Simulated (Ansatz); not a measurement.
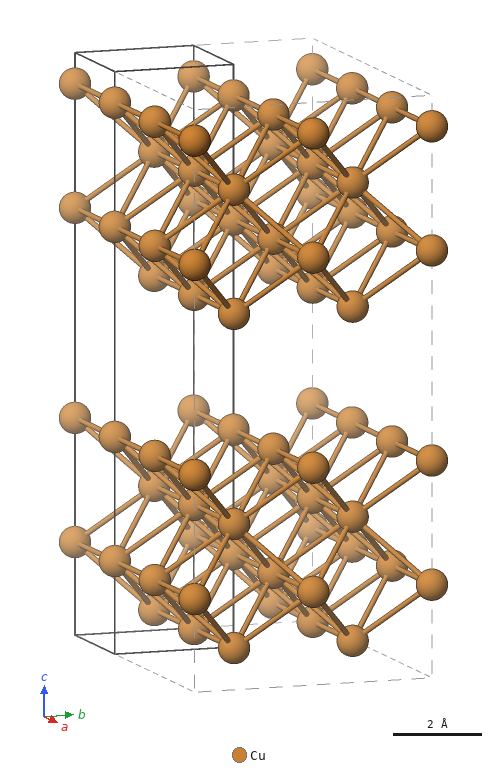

This ball-and-stick model is shown slightly off an axis. 3×2×1 cells are drawn; the solid outline is the conventional unit cell. Cell: a = 2.720 Å, b = 2.890 Å, c = 13.561 Å, α = 90.00°, β = 90.00°, γ = 90.00°.

The element is copper. Space group Pmmn (No. 59), lattice primitive orthorhombic. The cell holds eight atoms. Neighbours within bonding distance: Cu 6 to 10 (mean 9.0). Not all metal-metal contacts are counted.

The model was built from a structure listed in the Materials Project. The cell was then strained or its atoms displaced on purpose. It was run through Ansatz as a DFT input.
